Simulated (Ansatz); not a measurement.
**Si₂C₃: a changed input and its effect**

System: Si₂C₃ (I4/mmm, 5 atoms in the cell).
Method of the first run: DFT PBE, scalar-relativistic, plane waves, PAW, no spin polarisation (Ansatz 0.2.0).

The structure was made by a generator, so it may or may not be a known phase. Text and figures count atoms from 1; the logs count them from 0 in places.

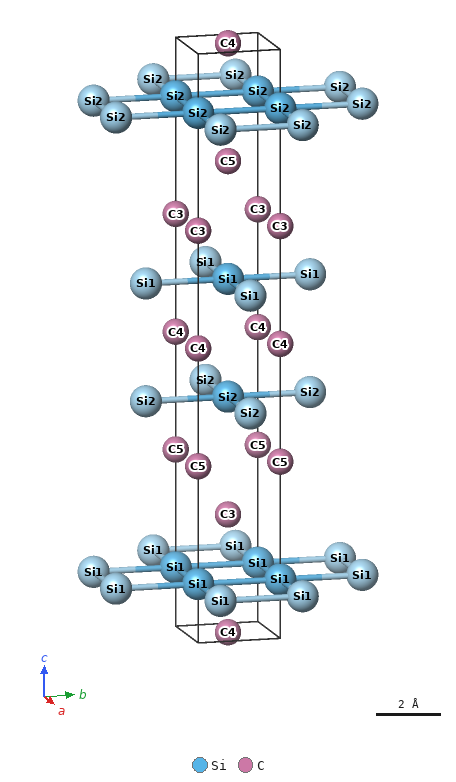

Figure 1. The input geometry (ball-and-stick view of the cell 2 times as large as that of the calculation, set on its symmetry axes, seen slightly off an axis; neighbours outside the cell are drawn fainter; atoms are numbered from 1 in the order of the input). An atom can appear more than once, as a periodic image.

### Input file, the first run
```yaml
crystal:
  lattice:
    - [-1.34509688, 1.34509688, 9.51127127]
    - [1.34509688, -1.34509688, 9.51127127]
    - [1.34509688, 1.34509688, -9.51127127]
  atoms:
    - { symbol: Si, position: [0.1, 0.1, 0.0] }
    - { symbol: Si, position: [0.9, 0.9, 0.0] }
    - { symbol: C, position: [0.7, 0.7, 0.0] }
    - { symbol: C, position: [0.5, 0.5, 0.0] }
    - { symbol: C, position: [0.3, 0.3, 0.0] }
basis:
  ecutwfc: 420
kpoints:
  mp_grid: { grid: [8, 8, 8] }
hamiltonian:
  xc: pbe
scf:
  occupations: { method: gaussian, width: 0.1 }
  lower_state_search: "off"
output:
  forces: true
  stress: true
  eigenvalues: true
```

Launched with:
```bash
ansatz run input.yaml --threads 1 --pin off --max-ram 2560MiB --backend cpu --events-out ev --progress --plain --runs-dir out
```

Hardware: 1 thread of Intel Xeon @ 2.50GHz (Skylake/Cascade Lake), 189 GiB of memory available, shared host.

### Output, shortened to warnings, some set-up lines, iterations and results (the first run)
```
Basis set: ecut = 420 eV, 1363 PW (Γ), FFT grids on a1+a3, a2+a3, a3, exchange–correlation on 36×36×144 points (8 copies of the dense FFT grid, shifted against one another)
Symmetry: 16 space group operations
k-points: 59 of 512
Initial density: superposition of atomic densities (neutral atoms: chi_scale 0, normalization atom), corrected by the library's trained network
[...]
SCF iter   1: F=—  HF=-2008.631777 eV  |F-HF|=—  |Δ(HF+E_count)|=         —  Δρ=2.41e-3  dr2=3.59e-3  ethr=1.77e-3  ⟨swp⟩=6.5  Hψ=11332  notcnv=0  defer=7
SCF iter   2: F=—  HF=-2008.631567 eV  |F-HF|=—  |Δ(HF+E_count)|=   2.10e-4  Δρ=1.47e-3  dr2=1.76e-3  ethr=1.79e-5  ⟨swp⟩=1.6  Hψ=1751  notcnv=0  defer=13
SCF iter   3: F=—  HF=-2008.631698 eV  |F-HF|=—  |Δ(HF+E_count)|=   1.31e-4  Δρ=5.22e-4  dr2=9.11e-4  ethr=8.80e-6  ⟨swp⟩=2.4  Hψ=1425  notcnv=0  defer=13
SCF iter   4: F=—  HF=-2008.631598 eV  |F-HF|=—  |Δ(HF+E_count)|=   9.98e-5  Δρ=1.38e-4  dr2=1.41e-5  ethr=4.56e-6  ⟨swp⟩=1.0  Hψ=977  notcnv=0  defer=13
SCF iter   5: F=—  HF=-2008.631583 eV  |F-HF|=—  |Δ(HF+E_count)|=   1.45e-5  Δρ=5.39e-5  dr2=8.79e-6  ethr=7.07e-8  ⟨swp⟩=2.2  Hψ=1398  notcnv=0  defer=13
SCF iter   6: F=—  HF=-2008.631583 eV  |F-HF|=—  |Δ(HF+E_count)|=   3.03e-7  Δρ=1.53e-5  dr2=2.77e-7  ethr=4.39e-8  ⟨swp⟩=1.3  Hψ=1048  notcnv=0  defer=13
SCF iter   7: F=-2008.631583 eV  HF=-2008.631583 eV  |F-HF|=1.91e-8  |Δ(HF+E_count)|=   7.19e-8  Δρ=4.83e-6  dr2=2.97e-8  ethr=5.00e-10  ⟨swp⟩=7.6  Hψ=4954  notcnv=0
SCF 1 converged in 7 iterations: F = -2008.631583 eV  dr2 = 2.97e-8
SCF converged after 7 iterations
Free energy (F): -2008.631583 eV
Harris-Foulkes:  -2008.631583 eV  (|F-HF|=1.91e-8)
Internal energy: -2008.616580 eV  (E = F + TS)
E sigma→0 (E₀):  -2008.624082 eV
Entropy (-TS):   -0.015003 eV (-3.001 meV/atom)
Fermi energy:    6.381898 eV
--- Per-component energies (eV) ---
  E_band       = 19.355193
  E_kinetic    = 289.948453
  E_local      = -231.693635  (includes V_loc(G=0)·N_el)
  E_nonlocal   = 135.323417
  E_hartree    = 46.561987
  E_xc         = -240.197701
  E_vxc        = -252.807496  (∫ρ·V_xc dr)
  E_paw        = -1314.431206  (= ΣΔE_a)
  E_vpaw       = -14.540203  (= ΣTr[D̂ρ^β])
  E_aug_tail   = 0.000016  (compensation charges beyond the density's cutoff)
  E_ewald      = -694.127910
  E_smearing   = -0.015003  (= −TS)
  E_closure    = -0.000000  (closes the sum)
  Σ components = -2008.631583   (vs F -2008.631583, Δ=0.00e0)
--- Forces (eV/Å), atoms counted from 1 ---
  atom   1  Si    -0.00000000     0.00000000     0.17064536
  atom   2  Si     0.00000000     0.00000000    -0.17064536
  atom   3  C      0.00000000    -0.00000000    -0.35119421
  atom   4  C      0.00000000     0.00000000     0.00000000
  atom   5  C     -0.00000000    -0.00000000     0.35119421
  max |Σ_I F_I| component: 4.16e-17 eV/Å
--- Stress (GPa, compression-positive) ---
      -19.110858      -0.000000      -0.000000
       -0.000000     -19.110858      -0.000000
       -0.000000      -0.000000     -27.007460
  P = ⅓ Tr σ = -21.7431 GPa (-217.431 kbar)
```

The input of the second run differs as follows (lines with − go, lines with + come):
```diff
-    - { symbol: C, position: [0.7, 0.7, 0.0] }
-    - { symbol: C, position: [0.5, 0.5, 0.0] }
-    - { symbol: C, position: [0.3, 0.3, 0.0] }
+    - { symbol: C, position: [0.7, 0.7, 0.0], spin: 1.0 }
+    - { symbol: C, position: [0.5, 0.5, 0.0], spin: 1.0 }
+    - { symbol: C, position: [0.3, 0.3, 0.0], spin: 1.0 }
+  populations: true
+magnetization:
+  spin_polarized: true
```

Predict how the results change.

The energy is the same within 0.01 meV per atom. With spin allowed, the absolute moment of the cell comes to 0.00 μB. The SCF takes 23 iterations against 7. On the same kind of shared host the second run took about 4.2 times as long. The two runs start from different initial densities, which also moves the count.

### Output, shortened to warnings, some set-up lines, iterations and results (the second run)
```
WARN: the starting moments were not kept: the SCF closed with an absolute magnetisation of 9.4e-6 μB, where they sum to 3 μB in size (3 sites). That is at most 0.1 of that sum. Measured as dr2_m measures the in/out step, that magnetisation stands 1.4e-11 eV from none, at or under the dr2_threshold of 1.0e-7 eV: it is no larger than a step whose dr2_m would equal this threshold. The system may …
Basis set: ecut = 420 eV, 1363 PW (Γ), FFT grids on a1+a3, a2+a3, a3, exchange–correlation on 36×36×144 points (8 copies of the dense FFT grid, shifted against one another)
Symmetry: 16 space group operations
k-points: 59 of 512
Initial density: superposition of atomic densities (chi_scale 0.1, normalization cell, long waves kept (reshape's long-wave potential 0.46 eV rms))
[...]
SCF iter   1: F=—  HF=-2008.733077 eV  |F-HF|=—  |Δ(HF+E_count)|=         —  Δρ=4.04e-2 (↑4.04e-2 ↓2.74e-2)  dr2=1.20e1  dr2_m=3.35e-1  M=1.160 μB ∫|m|=1.257 μB  β_m=0.30  …
SCF iter   2: F=—  HF=-2008.385468 eV  |F-HF|=—  |Δ(HF+E_count)|=   3.48e-1  Δρ=2.43e-2 (↑2.43e-2 ↓1.73e-2)  dr2=1.00e0  dr2_m=2.23e-1  M=0.935 μB ∫|m|=1.054 μB  β_m=0.30  …
SCF iter   3: F=—  HF=-2008.422436 eV  |F-HF|=—  |Δ(HF+E_count)|=   3.70e-2  Δρ=1.62e-2 (↑1.60e-2 ↓1.62e-2)  dr2=1.30e-1  dr2_m=1.43e-1  M=0.788 μB ∫|m|=0.925 μB  β_m=0.30  …
SCF iter   4: F=—  HF=-2008.487339 eV  |F-HF|=—  |Δ(HF+E_count)|=   6.49e-2  Δρ=1.52e-2 (↑1.52e-2 ↓1.13e-2)  dr2=1.69e-1  dr2_m=1.05e-1  M=0.650 μB ∫|m|=0.766 μB  β_m=0.30  …
SCF iter   5: F=—  HF=-2008.525593 eV  |F-HF|=—  |Δ(HF+E_count)|=   3.83e-2  Δρ=1.05e-2 (↑1.05e-2 ↓1.02e-2)  dr2=2.07e-3  dr2_m=6.73e-2  M=0.569 μB ∫|m|=0.674 μB  β_m=0.30  …
[... 14 lines ...]
SCF iter  20: F=-2008.631583 eV  HF=-2008.631583 eV  |F-HF|=8.78e-10  |Δ(HF+E_count)|=   6.34e-9  Δρ=1.24e-6 (↑1.24e-6 ↓8.70e-7)  dr2=1.71e-9  dr2_m=5.81e-10  M=-0.000 μB …
SCF iter  21: F=-2008.631583 eV  HF=-2008.631583 eV  |F-HF|=1.51e-9  |Δ(HF+E_count)|=   1.03e-9  Δρ=5.45e-7 (↑5.45e-7 ↓2.87e-7)  dr2=1.63e-9  dr2_m=9.03e-11  M=-0.000 μB …
SCF iter  22: F=-2008.631583 eV  HF=-2008.631583 eV  |F-HF|=3.19e-10  |Δ(HF+E_count)|=  5.25e-11  Δρ=3.03e-7 (↑1.74e-7 ↓3.03e-7)  dr2=3.59e-10  dr2_m=3.03e-11  M=0.000 μB …
SCF iter  23: F=-2008.631583 eV  HF=-2008.631583 eV  |F-HF|=1.76e-10  |Δ(HF+E_count)|=  5.73e-11  Δρ=2.21e-7 (↑1.72e-7 ↓2.21e-7)  dr2=2.04e-10  dr2_m=8.05e-12  M=0.000 μB …
SCF 1 converged in 23 iterations: F = -2008.631583 eV  dr2 = 2.04e-10
SCF converged after 23 iterations
Magnetization: 0.0000 μB (10.0000 up, 10.0000 down)
Absolute magnetization: 0.0000 μB (∫|ρ↑−ρ↓|, with the PAW one-centre terms)
Spin contamination: 0.0000 ħ² per cell (⟨S²⟩ above its minimum at these occupations)
Per-site moments (μB) at R_I (Å): [(8.233835309891263e-8, 1.109704926), (8.233835310143645e-8, 1.109704926), (2.575991640855407e-6, 1.109704926), (-2.5093483883520714e-6, 1.109704926), (2.5759916408725606e-6, 1.109704926)]
Free energy (F): -2008.631583 eV
Harris-Foulkes:  -2008.631583 eV  (|F-HF|=1.76e-10)
Internal energy: -2008.616580 eV  (E = F + TS)
E sigma→0 (E₀):  -2008.624082 eV
Entropy (-TS):   -0.015003 eV (-3.001 meV/atom)
Fermi energy:    6.381888 eV
--- Per-component energies (eV) ---
  E_band       = 19.355170
  E_kinetic    = 289.948818
  E_local      = -231.694498  (includes V_loc(G=0)·N_el)
  E_nonlocal   = 135.323422
  E_hartree    = 46.562546
  E_xc         = -240.197740
  E_vxc        = -252.807550  (∫ρ·V_xc dr)
  E_paw        = -1314.431234  (= ΣΔE_a)
  E_vpaw       = -14.540230  (= ΣTr[D̂ρ^β])
  E_aug_tail   = 0.000016  (compensation charges beyond the density's cutoff)
  E_ewald      = -694.127910
  E_smearing   = -0.015003  (= −TS)
  E_closure    = 0.000000  (closes the sum)
  Σ components = -2008.631583   (vs F -2008.631583, Δ=0.00e0)
--- Forces (eV/Å), atoms counted from 1 ---
  atom   1  Si    -0.00000000     0.00000000     0.17067342
  atom   2  Si     0.00000000     0.00000000    -0.17067342
  atom   3  C      0.00000000     0.00000000    -0.35126016
  atom   4  C      0.00000000    -0.00000000     0.00000000
  atom   5  C     -0.00000000     0.00000000     0.35126016
  max |Σ_I F_I| component: 1.11e-16 eV/Å
--- Stress (GPa, compression-positive) ---
      -19.110560       0.000000      -0.000000
        0.000000     -19.110560      -0.000000
       -0.000000      -0.000000     -27.007751
  P = ⅓ Tr σ = -21.7430 GPa (-217.430 kbar)
--- Löwdin populations: 5 sites ---
  site symbol       q [e]    m [muB]
     0     Si      3.5115     0.0000
     1     Si      3.5115     0.0000
     2      C      4.1858     0.0000
     3      C      4.4038    -0.0000
     4      C      4.1858     0.0000
  spilling = 0.010086 (of n_electrons = 20.000000)
```

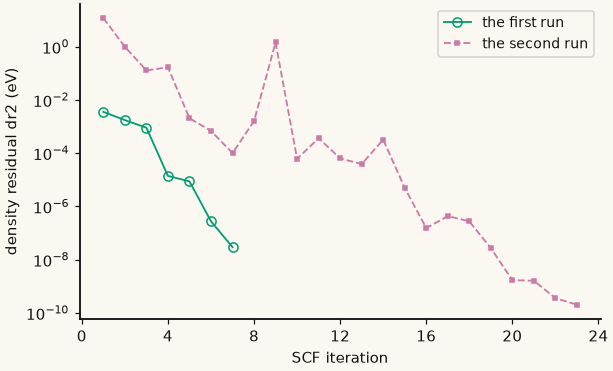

Figure 2. Convergence of the two runs: density residual dr2 against the SCF iteration. The first run takes 7 iterations in all, and the second run takes 23.

### The two runs side by side

| quantity | the first run | the second run |
| --- | --- | --- |
| outcome | converged | converged |
| free energy per atom (eV) | −401.7263 | −401.7263 |
| energy per atom, smearing taken to zero (eV) | −401.7248 | −401.7248 |
| gap on the mesh (eV) | 0.00 | 0.00 |
| pressure (GPa) | −21.74 | −21.74 |
| largest force (eV/Å) | 0.351 | 0.351 |
| SCF iterations | 7 | 23 |
| irreducible k-points | 59 | 59 |
| plane waves at Γ | 1363 | 1363 |
| net moment of the cell (μB) | – | 0.00 |
| absolute moment of the cell (μB) | – | 0.00 |
| wall time (shared host) | 9 s | 38 s |

For both runs: The cell is under a tension of 22 GPa at this level, so it is not at its equilibrium volume. For the second run: Warnings: some starting moments were not kept.
